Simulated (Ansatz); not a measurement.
# Single-point calculation of FeCo

System: FeCo (Pm-3m, 4 atoms in the cell).
Method: DFT r2SCAN, scalar-relativistic, plane waves, PAW, spin-polarised (Ansatz 0.2.0).

The structure derives from an entry of the Crystallography Open Database. It belongs to a series of runs on one base structure; here: antiferromagnetic, doubled cell, propagation vector (0, 1/2, 1/2). Figures and captions count atoms from 1; the log counts them from 0 in places.

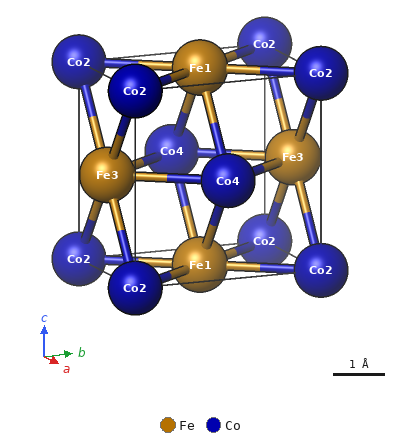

Figure 1. The structure (ball-and-stick view of the reduced cell, seen slightly off an axis; atoms are numbered from 1 in the order of the input). Near neighbours in the crystal (not all of them lie inside the picture): Fe has 8 Co at 2.46 Å; Co has 8 Fe at 2.46 Å.

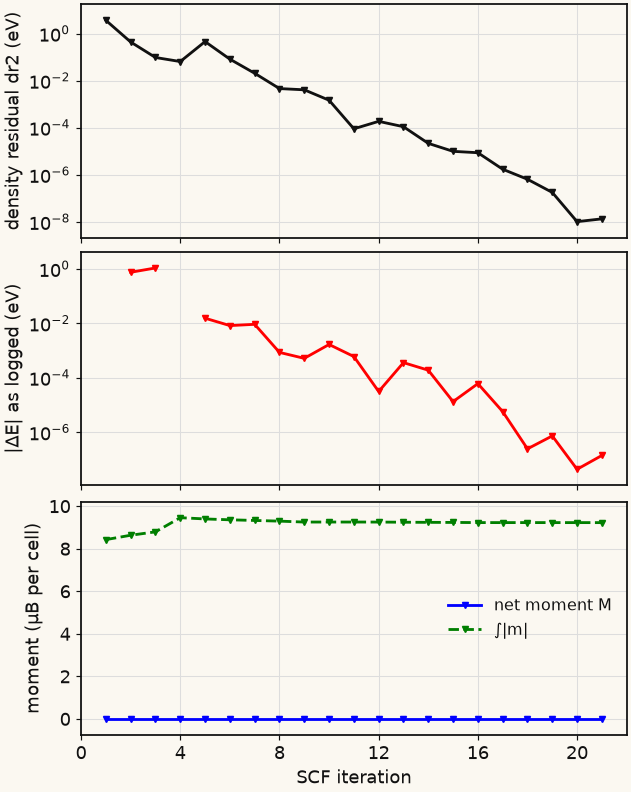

Figure 2. Convergence of the self-consistent field: density residual dr2, size of the energy change and magnetic moment against the SCF iteration. The residual falls unevenly and jumps up by a factor of two or more 2 times on the way down. The net moment stays at 0.0 μB per cell.

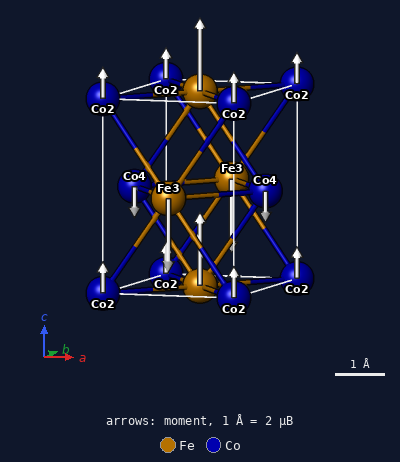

Figure 3. Magnetic moments of the sites as white arrows (ball-and-stick view of the reduced cell, seen slightly off an axis; atoms are numbered from 1 in the order of the input); small moments hardly show. The run is collinear, so the axis drawn is arbitrary. Site moments: Fe3 (−3.09 μB); Fe1 (3.09 μB); Co4 (−1.36 μB); Co2 (1.36 μB). They are counted near the atoms and needn't add up to the moment of the cell.

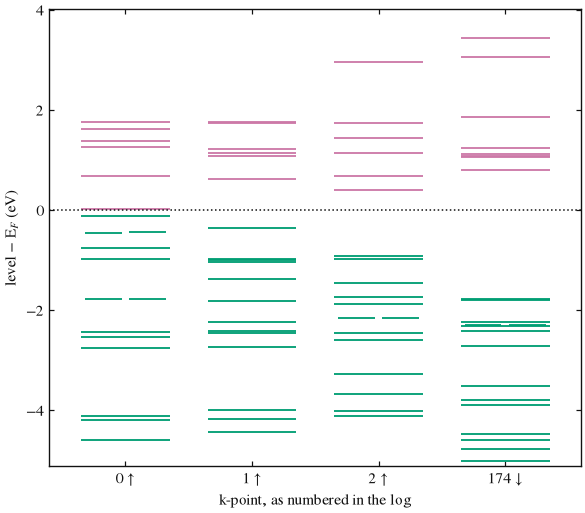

Figure 4. Kohn–Sham levels near the Fermi level (dotted) at the few k-points that the log prints; levels within 0.02 eV of each other stand side by side. The system is metallic on the full mesh.

These pictures come from the run below.

**Input file**
```yaml
crystal:
  lattice:
    - [2.8379341899, 0.0, 0.0]
    - [0.0, 2.8379341899, 2.8379341899]
    - [0.0, 0.0, 5.6758683798]
  atoms:
    - { symbol: Fe, position: [0.5, 0.5, 0.0], spin: 2.5 }
    - { symbol: Co, position: [0.0, 0.0, 0.0], spin: 1.5 }
    - { symbol: Fe, position: [0.5, 0.5, 0.5], spin: -2.5 }
    - { symbol: Co, position: [0.0, 0.0, 0.5], spin: -1.5 }
basis:
  ecutwfc: 500
  ecutrho_ratio: 4
kpoints:
  mp_grid: { grid: [12, 12, 6] }
hamiltonian:
  xc: r2scan
scf:
  occupations: { method: gaussian, width: 0.05 }
output:
  forces: true
  stress: true
  eigenvalues: true
  populations: true
magnetization:
  spin_polarized: true
```

Launched with:
```bash
ansatz run input.yaml --threads 4 --pin off --max-ram 7168MiB --backend cpu --events-out ev --progress --plain --runs-dir out
```

**What the program printed**
```
Engine: ansatz 0.2.0, aarch64-unknown-linux-gnu
Pseudopotentials: kind: paw
Pseudopotential: Fe, paw, valence charge 16, recommended cutoff 500 eV (meta_gga), Fe.paw.azcp
Pseudopotential: Co, paw, valence charge 17, recommended cutoff 500 eV (meta_gga), Co.paw.azcp
Functional definition: r2SCAN
  parameter k0 = 0.174
  parameter k1 = 0.065
  parameter a1 = 4.9479
  exchange = r2scan_x(k0 = k0, k1 = k1, a1 = a1)
  correlation = r2scan_c
Crystal: 4 atoms, lattice volume = 45.713 Å³
Basis set: ecut = 500 eV, 1163 PW (Γ), exchange–correlation on 96×120×180 points (64 copies of the dense FFT grid, shifted against one another)
Bands: 45, of which v1, the nominal top of the filled ones, is band 33 counted from 1 (32 counted from 0)
Symmetry: 8 space group operations
Space group: Pmmm (ITA 47), of the structure as read, at distance tolerance 3.6e-5 Å
Magnetic group: BNS 47.255 (UNI 353), of the structure as read, at distance tolerance 3.6e-5 Å
k-points: 175 of 864
Non-local potential: Fe, projectors of the file, l = 0: 3, l = 1: 2, l = 2: 3, l = 3: 1
Non-local potential: Co, projectors of the file, l = 0: 3, l = 1: 2, l = 2: 3, l = 3: 1
PAW form: soft (Blöchl's): semilocal exchange-correlation on the pseudo side does not see the compensation charge
PAW frozen core: Fe, regenerated for the run's functional (the file was generated under x = pbe(κ = 0.804, μ = 0.2195149727645171), c = pbe(β = 0.06672455060314922))
PAW frozen core: Co, regenerated for the run's functional (the file was generated under x = pbe(κ = 0.804, μ = 0.2195149727645171), c = pbe(β = 0.06672455060314922))
PAW one-centre angular grid: Fe, 590 points (default); XC on 160 Gauss nodes
PAW one-centre angular grid: Co, 590 points (default); XC on 160 Gauss nodes
Initial density: superposition of atomic densities (chi_scale 0.1, normalization cell)
Starting moments: Σ|m| = 8 μB on 4 of 4 sites
Starting magnetic order: antiferromagnet; a translation exchanges its spin sublattices: spin-degenerate at every k-point
Initial wavefunctions: pseudopotential atomic-orbital guess
Functional: x = r2scan, c = r2scan; τ floored in thin density (d = 2e-4 eV/Å³)
the translation (0, 0, 0.5) carries every atom to within crystal.symmetry.tolerance of an atom of its element with the starting moment reversed, but both spin channels are solved: the dense FFT box has an odd point count along it
SCF iter   1: F=—  HF=-19231.984205 eV  |F-HF|=—  |Δ(HF+E_count)|=         —  Δρ=6.99e-2 (↑6.99e-2 ↓6.99e-2)  dr2=3.64e0  dr2_τ=3.04e-2  dr2_m=7.42e-1  M=-0.000 μB ∫|m|=8.432 μB  β_m=0.30  ethr=3.10e-3  ⟨swp⟩=5.3  Hψ=54148  notcnv=0  defer=24
Mixer restart at iter 1: flushing history
preconditioner: auto → Kerker (q_TF=auto, 2.901 Å⁻¹)  [metal: Δε(μ)=0.004 eV  Ē_g=8.191 eV  σ=0.050 eV  W_gap=0.04  n_scr=18 (ndim 8)  ℏωp=32.0 eV  f_vac=0.000  D(μ)=6.54/eV (n_scr^D=104)]
spin=Collinear: Kerker preconditioning applied to the charge; magnetization (m = ρ↑ − ρ↓) channel mixes plain (no charge-response kernel on spin).
SCF iter   2: F=—  HF=-19231.234153 eV  |F-HF|=—  |Δ(HF+E_count)|=   7.50e-1  Δρ=4.38e-2 (↑4.38e-2 ↓4.38e-2)  dr2=4.37e-1  dr2_τ=4.60e-2  dr2_m=6.67e-1  M=-0.000 μB ∫|m|=8.638 μB  β_m=0.30  ethr=3.10e-3  ⟨swp⟩=3.1  Hψ=26257  notcnv=0  defer=1784  κ⁻¹=1.0e0(r=1)
SCF iter   3: F=—  HF=-19232.317832 eV  |F-HF|=—  |Δ(HF+E_count)|=    1.08e0  Δρ=3.36e-2 (↑3.36e-2 ↓3.35e-2)  dr2=9.60e-2  dr2_τ=1.14e-2  dr2_m=4.25e-1  M=-0.000 μB ∫|m|=8.797 μB  β_m=0.30  ethr=6.62e-4  ⟨swp⟩=2.3  Hψ=20557  notcnv=0  defer=1788  κ⁻¹=4.1e-2(r=2)
SCF iter   4: F=—  HF=-19233.749421 eV  |F-HF|=—  |Δ(HF+E_count)|=         —  Δρ=4.14e-2 (↑4.14e-2 ↓4.14e-2)  dr2=6.46e-2  dr2_τ=1.08e-2  dr2_m=6.44e-1  M=-0.000 μB ∫|m|=9.463 μB  β_m=1.00  ethr=1.45e-4  ⟨swp⟩=3.1  Hψ=32839  notcnv=0  defer=1796
Mixer restart at iter 4: flushing history
SCF iter   5: F=—  HF=-19233.764867 eV  |F-HF|=—  |Δ(HF+E_count)|=   1.54e-2  Δρ=2.14e-2 (↑2.14e-2 ↓2.14e-2)  dr2=4.55e-1  dr2_τ=1.17e-3  dr2_m=4.03e-2  M=-0.000 μB ∫|m|=9.404 μB  β_m=0.30  ethr=7.58e-5  ⟨swp⟩=3.1  Hψ=33625  notcnv=0  defer=1792
SCF iter   6: F=—  HF=-19233.756610 eV  |F-HF|=—  |Δ(HF+E_count)|=   8.26e-3  Δρ=1.08e-2 (↑1.08e-2 ↓1.08e-2)  dr2=8.17e-2  dr2_τ=3.69e-3  dr2_m=2.91e-2  M=-0.000 μB ∫|m|=9.364 μB  β_m=0.30  ethr=7.58e-5  ⟨swp⟩=3.0  Hψ=32774  notcnv=0  defer=1820  κ⁻¹=1.0e0(r=1)
SCF iter   7: F=—  HF=-19233.765798 eV  |F-HF|=—  |Δ(HF+E_count)|=   9.19e-3  Δρ=7.45e-3 (↑7.45e-3 ↓7.45e-3)  dr2=2.05e-2  dr2_τ=7.12e-4  dr2_m=1.88e-2  M=-0.000 μB ∫|m|=9.333 μB  β_m=0.30  ethr=7.58e-5  ⟨swp⟩=2.0  Hψ=22577  notcnv=0  defer=1820  κ⁻¹=3.1e-2(r=2)
SCF iter   8: F=—  HF=-19233.764945 eV  |F-HF|=—  |Δ(HF+E_count)|=   8.54e-4  Δρ=4.73e-3 (↑4.73e-3 ↓4.73e-3)  dr2=4.59e-3  dr2_τ=3.72e-4  dr2_m=7.48e-3  M=-0.000 μB ∫|m|=9.301 μB  β_m=0.30  ethr=3.11e-5  ⟨swp⟩=2.1  Hψ=22355  notcnv=0  defer=1820  κ⁻¹=9.8e-3(r=3)
SCF iter   9: F=—  HF=-19233.765462 eV  |F-HF|=—  |Δ(HF+E_count)|=   5.17e-4  Δρ=2.20e-3 (↑2.20e-3 ↓2.20e-3)  dr2=4.07e-3  dr2_τ=3.09e-5  dr2_m=2.83e-4  M=-0.000 μB ∫|m|=9.258 μB  β_m=0.30  ethr=6.96e-6  ⟨swp⟩=2.1  Hψ=30188  notcnv=0  defer=1820  κ⁻¹=8.3e-4(r=4)
SCF iter  10: F=—  HF=-19233.767133 eV  |F-HF|=—  |Δ(HF+E_count)|=   1.67e-3  Δρ=1.24e-3 (↑1.24e-3 ↓1.24e-3)  dr2=1.47e-3  dr2_τ=9.47e-6  dr2_m=1.17e-4  M=-0.000 μB ∫|m|=9.259 μB  β_m=0.30  ethr=6.17e-6  ⟨swp⟩=2.1  Hψ=18997  notcnv=0  defer=1820  κ⁻¹=5.7e-5(r=5)
SCF iter  11: F=—  HF=-19233.766531 eV  |F-HF|=—  |Δ(HF+E_count)|=   6.02e-4  Δρ=5.39e-4 (↑5.38e-4 ↓5.39e-4)  dr2=8.97e-5  dr2_τ=6.15e-6  dr2_m=4.89e-5  M=-0.000 μB ∫|m|=9.259 μB  β_m=0.30  ethr=2.23e-6  ⟨swp⟩=2.0  Hψ=27284  notcnv=0  defer=1820  κ⁻¹=9.1e-6(r=6)
SCF iter  12: F=—  HF=-19233.766563 eV  |F-HF|=—  |Δ(HF+E_count)|=   3.13e-5  Δρ=6.39e-4 (↑6.39e-4 ↓6.39e-4)  dr2=1.86e-4  dr2_τ=5.18e-6  dr2_m=5.71e-5  M=-0.000 μB ∫|m|=9.257 μB  β_m=0.30  ethr=1.36e-7  ⟨swp⟩=1.0  Hψ=16136  notcnv=0  defer=1820  κ⁻¹=4.9e-6(r=7)
SCF iter  13: F=—  HF=-19233.766922 eV  |F-HF|=—  |Δ(HF+E_count)|=   3.60e-4  Δρ=4.77e-4 (↑4.77e-4 ↓4.77e-4)  dr2=1.10e-4  dr2_τ=3.04e-6  dr2_m=2.70e-5  M=-0.000 μB ∫|m|=9.250 μB  β_m=0.30  ethr=1.36e-7  ⟨swp⟩=2.0  Hψ=27294  notcnv=0  defer=1820  κ⁻¹=9.0e-7(r=8)
SCF iter  14: F=—  HF=-19233.767112 eV  |F-HF|=—  |Δ(HF+E_count)|=   1.90e-4  Δρ=2.87e-4 (↑2.87e-4 ↓2.87e-4)  dr2=2.16e-5  dr2_τ=9.45e-7  dr2_m=2.56e-5  M=-0.000 μB ∫|m|=9.244 μB  β_m=0.30  ethr=1.36e-7  ⟨swp⟩=2.0  Hψ=27356  notcnv=0  defer=1820  κ⁻¹=4.1e-6(r=8)
SCF iter  15: F=—  HF=-19233.767125 eV  |F-HF|=—  |Δ(HF+E_count)|=   1.33e-5  Δρ=1.66e-4 (↑1.66e-4 ↓1.66e-4)  dr2=9.90e-6  dr2_τ=2.78e-7  dr2_m=4.94e-6  M=-0.000 μB ∫|m|=9.240 μB  β_m=0.30  ethr=3.27e-8  ⟨swp⟩=2.0  Hψ=27058  notcnv=0  defer=1816  κ⁻¹=7.8e-6(r=8)
SCF iter  16: F=—  HF=-19233.767186 eV  |F-HF|=—  |Δ(HF+E_count)|=   6.08e-5  Δρ=9.54e-5 (↑9.54e-5 ↓9.54e-5)  dr2=8.65e-6  dr2_τ=9.60e-8  dr2_m=4.96e-7  M=-0.000 μB ∫|m|=9.233 μB  β_m=0.30  ethr=1.50e-8  ⟨swp⟩=2.0  Hψ=27462  notcnv=0  defer=1816  κ⁻¹=1.3e-5(r=8)
SCF iter  17: F=—  HF=-19233.767192 eV  |F-HF|=—  |Δ(HF+E_count)|=   5.72e-6  Δρ=4.65e-5 (↑4.65e-5 ↓4.64e-5)  dr2=1.72e-6  dr2_τ=2.55e-8  dr2_m=3.00e-7  M=-0.000 μB ∫|m|=9.232 μB  β_m=0.30  ethr=1.31e-8  ⟨swp⟩=2.0  Hψ=21444  notcnv=0  defer=1816  κ⁻¹=4.5e-6(r=8)
SCF iter  18: F=—  HF=-19233.767192 eV  |F-HF|=—  |Δ(HF+E_count)|=   2.45e-7  Δρ=3.76e-5 (↑3.76e-5 ↓3.76e-5)  dr2=6.45e-7  dr2_τ=9.39e-9  dr2_m=4.43e-7  M=-0.000 μB ∫|m|=9.233 μB  β_m=0.30  ethr=2.61e-9  ⟨swp⟩=2.0  Hψ=21712  notcnv=0  defer=1816  κ⁻¹=3.2e-6(r=8)
SCF iter  19: F=—  HF=-19233.767192 eV  |F-HF|=—  |Δ(HF+E_count)|=   7.31e-7  Δρ=1.57e-5 (↑1.57e-5 ↓1.57e-5)  dr2=1.78e-7  dr2_τ=1.48e-9  dr2_m=1.76e-8  M=-0.000 μB ∫|m|=9.232 μB  β_m=0.34  ethr=9.77e-10  ⟨swp⟩=2.0  Hψ=27358  notcnv=0  defer=1816  κ⁻¹=1.3e-4(r=8)
SCF iter  20: F=—  HF=-19233.767192 eV  |F-HF|=—  |Δ(HF+E_count)|=   4.35e-8  Δρ=5.59e-6 (↑5.58e-6 ↓5.59e-6)  dr2=1.02e-8  dr2_τ=4.36e-10  dr2_m=5.23e-9  M=-0.000 μB ∫|m|=9.232 μB  β_m=0.94  ethr=2.70e-10  ⟨swp⟩=2.2  Hψ=25176  notcnv=0  defer=1816  κ⁻¹=9.0e-6(r=8)
SCF iter  21: F=-19233.767192 eV  HF=-19233.767192 eV  |F-HF|=6.66e-9  |Δ(HF+E_count)|=   1.40e-7  Δρ=3.38e-6 (↑3.32e-6 ↓3.38e-6)  dr2=1.34e-8  dr2_τ=9.62e-11  dr2_m=1.44e-9  M=-0.000 μB ∫|m|=9.231 μB  ethr=1.54e-11  ⟨swp⟩=7.9  Hψ=80498  notcnv=0
SCF 1 converged in 21 iterations: F = -19233.767192 eV  dr2 = 1.34e-8
  greatest PAW one-centre occupation: 1.005 electrons in one spin orbital (limit 2), on the Fe atom at site 0 (counted from 0), in its partial waves of l = 1
WARN: an SCF from ferromagnetic starting moments (-3.11, -1.50, -3.11, -1.50 Bohr magnetons, atom by atom) was not made, by what the run has read of turns of its moments that order reads lower: the deck asks for what bars it, or types moments that do (magnetization.spin_polarized, in the input reference, names some of the keys), or the run goes by scf.lower_state_search: light, the default, which as a rule tries one only behind a close that has lost an order of both signs, or on which an open d or half-filled 4f shell of a PAW file has lost a moment that was set nearer to Hund's than to what is left; or, under a Hubbard U, one that names an f shell that the input leaves bare beside given moments, or a larger moment for a shell of low spin that is given one. standard, with a start from the atoms, tries one behind each close (in a relaxation, ahead of its steps or at their end). To set out from that order, type those moments (crystal.atoms[].spin; where shells were raised to Hund's moment, beside crystal.symmetry.detect: false) under scf.lower_state_search: light. The bands of the close that named these starting moments, or of the one ahead of a search that led to it (under cold or Methfessel-Paxton smearing those of the Gaussian ahead of it) read a cost of -2252.13 meV for the turn to them, carried on from a small turn (-2252.13 by the pairs of d shells alone)
this state was not tested for a lower state beside it, because the mixer in use, unlike msr1, does not test its closes by its own steps (another_mixer; see scf.mixing.algorithm and scf.lower_state_search)
SCF converged after 21 iterations
Magnetization: -0.0000 μB (33.0000 up, 33.0000 down)
Absolute magnetization: 9.2316 μB (∫|ρ↑−ρ↓|, with the PAW one-centre terms)
Spin contamination: 4.5819 ħ² per cell (⟨S²⟩ above its minimum at these occupations)
Per-site moments (μB) at R_I (Å): [(3.0886978081164775, 1.0138107798727471), (1.355161904037784, 1.0138107798727471), (-3.0886981955671513, 1.0138107798727471), (-1.3551646595281899, 1.0138107798727471)]
Free energy (F): -19233.767192 eV
Harris-Foulkes:  -19233.767192 eV  (|F-HF|=6.66e-9)
Internal energy: -19233.763452 eV  (E = F + TS)
E sigma→0 (E₀):  -19233.765322 eV
Entropy (-TS):   -0.003740 eV (-0.935 meV/atom)
Fermi energy:    18.444892 eV
--- Per-component energies (eV) ---
  E_band       = -1044.179606
  E_kinetic    = 1601.136418
  E_local      = -9970.793848  (includes V_loc(G=0)·N_el)
  E_nonlocal   = 1362.133253
  E_hartree    = 4181.499934
  E_xc         = -540.332632
  E_vxc        = -793.836650  (∫ρ·V_xc dr)
  E_paw        = -5806.648194  (= ΣΔE_a)
  E_vpaw       = -1659.248112  (= ΣTr[D̂ρ^β])
  E_aug_tail   = 0.000617  (compensation charges beyond the density's cutoff)
  E_vtau       = 53.431188  (kinetic-family band-sum trace: ∫τ·v_τ [+ j·A + Jᵃ·Aᵃ] dr)
  E_ewald      = -10059.589637
  E_core_change = -1.169362  (= ΣΔE_core)
  E_smearing   = -0.003740  (= −TS)
  E_closure    = 0.000000  (closes the sum)
  Σ components = -19233.767192   (vs F -19233.767192, Δ=0.00e0)
--- Forces (eV/Å), atoms counted from 1 ---
  atom   1  Fe    -0.00000000     0.00000000     0.00000000
  atom   2  Co    -0.00000000     0.00000000     0.00000000
  atom   3  Fe    -0.00000000     0.00000000     0.00000000
  atom   4  Co     0.00000000     0.00000000     0.00000000
  max |Σ_I F_I| component: 5.05e-29 eV/Å
--- Stress (GPa, compression-positive) ---
        3.689449      -0.000000      -0.000000
       -0.000000      -0.914611      -7.980251
       -0.000000      -7.980251      -0.914611
  P = ⅓ Tr σ = 0.6201 GPa (6.201 kbar)
--- Band table (eV; the first three rows and the last of 350) ---
  k-point 0 ↑: bands = ["-81.3156", "-79.1732", "-74.8580", "-70.2229", "-43.2540", "-43.0890", "-43.0460", "-41.1912", "-40.9637", "-40.9465", "-39.6784", "-39.4390", "-39.4215", "-34.9844", "-34.9406", "-34.8540", "8.7395", "12.6111", "12.7613", "13.0976", "13.8554", "14.2395", "14.3247", "15.6888", "15.9032", "15.9968", "16.6554", "16.6650", "17.4726", "17.6833", "17.9845", "17.9979", "18.3189", "18.4575", "19.1134", "19.7010", "19.8258", "20.0591", "20.1994", "25.5937", "25.6552", "27.8773", "27.8931", "27.9271", "33.9894"]
  k-point 1 ↑: bands = ["-81.3156", "-79.1731", "-74.8581", "-70.2229", "-43.2539", "-43.0885", "-43.0459", "-41.1878", "-40.9631", "-40.9464", "-39.6825", "-39.4390", "-39.4222", "-34.9857", "-34.9407", "-34.8542", "9.0372", "12.6618", "12.7762", "13.1510", "14.0152", "14.2669", "14.4523", "15.7025", "15.9913", "16.0156", "16.1947", "16.6299", "17.0659", "17.4051", "17.4446", "17.4726", "18.0734", "19.0603", "19.5275", "19.5902", "19.6595", "20.1760", "20.1960", "25.5827", "27.0175", "27.0455", "27.4671", "28.4598", "34.3852"]
  k-point 2 ↑: bands = ["-81.3156", "-79.1731", "-74.8582", "-70.2229", "-43.2538", "-43.0874", "-43.0457", "-41.1809", "-40.9618", "-40.9463", "-39.6907", "-39.4391", "-39.4237", "-34.9884", "-34.9409", "-34.8546", "9.8927", "12.3056", "12.9144", "13.2743", "14.3243", "14.4173", "14.7618", "15.1590", "15.8429", "15.9786", "16.2784", "16.2838", "16.5567", "16.7071", "16.9910", "17.4730", "17.5313", "18.8356", "19.1130", "19.5738", "19.8819", "20.1893", "21.4008", "25.2569", "25.4735", "26.8748", "29.9355", "30.2035", "34.3404"]
  k-point 174 ↓: bands = ["-81.3126", "-79.1696", "-74.8534", "-70.2169", "-43.2490", "-43.0890", "-43.0827", "-41.1727", "-41.0107", "-40.9410", "-39.6890", "-39.4815", "-39.4361", "-34.9812", "-34.9360", "-34.9305", "13.0144", "13.4226", "13.6705", "13.8475", "13.9645", "14.5543", "14.6413", "14.9178", "15.7190", "16.0269", "16.1164", "16.1388", "16.1415", "16.2011", "16.6417", "16.6653", "19.2335", "19.4927", "19.5247", "19.5675", "19.6813", "20.3104", "21.5045", "21.8814", "28.6971", "29.1867", "29.3074", "29.4940", "29.6595"]
--- Löwdin populations: 4 sites ---
  site symbol       q [e]    m [muB]
     0     Fe     15.6155     3.0856
     1     Co     16.8394     1.3317
     2     Fe     15.6155    -3.0856
     3     Co     16.8394    -1.3317
  spilling = 0.016519 (of n_electrons = 66.000000)
```

**File populations.tsv**
```
# site	symbol	l	j	q_up	q_dn
# orbitals = lowdin
# n_electrons = 66.000000
# spilling = 0.016519
0	Fe	0_3S	-	0.993364	0.994078
0	Fe	0_4S	-	0.505924	0.504270
0	Fe	1_3P	-	2.998700	2.998470
0	Fe	2_3D	-	4.852543	1.768138
1	Co	0_3S	-	0.993587	0.993837
1	Co	0_4S	-	0.495134	0.485529
1	Co	1_3P	-	2.998663	2.998520
1	Co	2_3D	-	4.598174	3.275941
2	Fe	0_3S	-	0.994078	0.993364
2	Fe	0_4S	-	0.504270	0.505924
2	Fe	1_3P	-	2.998470	2.998700
2	Fe	2_3D	-	1.768138	4.852543
3	Co	0_3S	-	0.993837	0.993587
3	Co	0_4S	-	0.485529	0.495134
3	Co	1_3P	-	2.998520	2.998663
3	Co	2_3D	-	3.275939	4.598175
```

**Results in brief**

| quantity | value |
| --- | --- |
| outcome | converged |
| space group (tolerance 0.01 Å) | Pm-3m (221) |
| electrons treated | 66 |
| free energy | −19233.7672 eV |
| Fermi energy | 18.445 eV |
| gap on the k-point mesh | none (metallic) |
| net moment of the cell | 0.00 μB |
| integrated absolute moment | 9.23 μB |
| pressure | 0.62 GPa |
| largest force (length of the vector) | under 0.001 eV/Å |
| hardware | 4 threads of Arm Neoverse V2, 24 GiB of memory available, shared host |
| wall time | 59 s (CPU time 3.8 min) |
| peak memory | 1.1 GiB |

**Remarks**

The electronic state found may not be the lowest one. The program warns: another magnetic order may lie lower; the state was not tested for a lower one.
